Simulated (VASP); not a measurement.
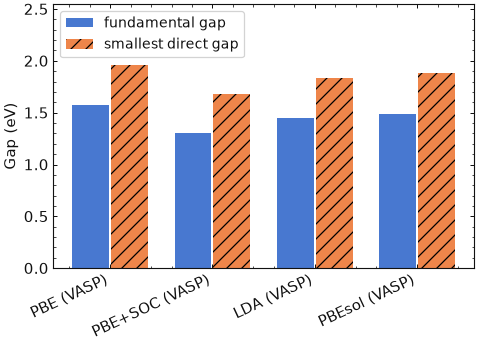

Gaps of BaTe, space group Fm-3m (No. 225), 2 atoms in the cell, rocksalt type, at several levels of theory on one cell (VASP, plane waves and PAW; edges over the mesh and the special points).

How does the gap depend on the level, and does its kind change?

Answer. In rising order: PBE+SOC (VASP) 1.31 eV, LDA (VASP) 1.45 eV, PBEsol (VASP) 1.49 eV and PBE (VASP) 1.58 eV. It is indirect at every level.
